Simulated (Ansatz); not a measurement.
Input of the run:

```
crystal:
  lattice:
    - [-0.0153568128, 2.694177681, 2.694177681]
    - [2.694177681, -0.0153568128, 2.694177681]
    - [2.6788208683, 2.6788208683, 0.0]
  atoms:
    - { symbol: Cd, position: [0.0, 0.0, 0.0] }
    - { symbol: F, position: [0.2506371142, 0.2506371142, 0.2493628858] }
    - { symbol: F, position: [0.7493628858, 0.7493628858, 0.7506371142] }
kpoints:
  mp_grid: { grid: [8, 8, 8] }
  band_path:
    path:
      - [0.0, 0.0, 0.0]
      - [0.5, 0.0, 0.5]
      - [0.625, 0.25, 0.625]
      - [0.375, 0.375, 0.75]
      - [0.5, 0.5, 0.5]
      - [0.5, 0.25, 0.75]
      - [0.25, -0.494792, -0.244792]
    npoints: 1
hamiltonian:
  xc: pbe
scf:
  occupations: { method: fermi_dirac, width: 0.02 }
  n_extra_bands: 4
output:
  forces: true
  stress: true
  eigenvalues: true
```

Command:
```bash
ansatz run input.yaml --threads 4 --pin off --max-ram 3686MiB --backend cpu --events-out ev --progress --plain --runs-dir out
```

What will the density of states look like?

There is a gap; over the k points computed it is 3.10 eV (indirect; the smallest direct gap is 3.58 eV). The upper group of valence states starts about 5.6 eV under the valence-band top (which lies at −1.6 eV on this axis), with a gap beneath it; it holds about 22 electrons a cell. Within the window shown, the tallest peak of the filled states lies 4.4 eV under the valence-band top, at about 12 states per eV and cell.

The cell is at 5 GPa in this functional.

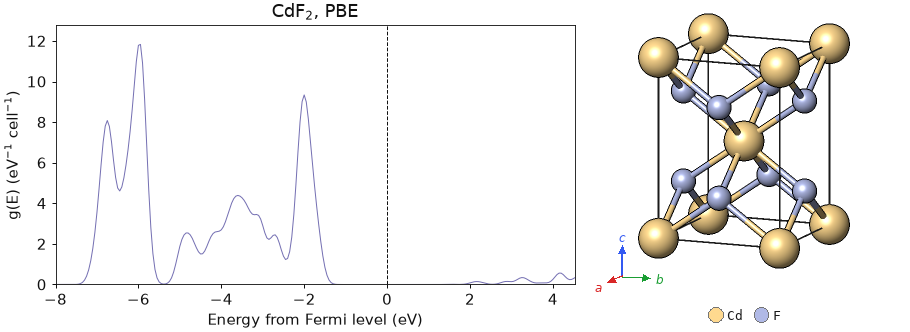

Density of states, beside the structure. Energies are counted from the Fermi level. The curve is built from the levels of the k mesh with Gaussians 0.3 eV wide, which also blur the band edges.
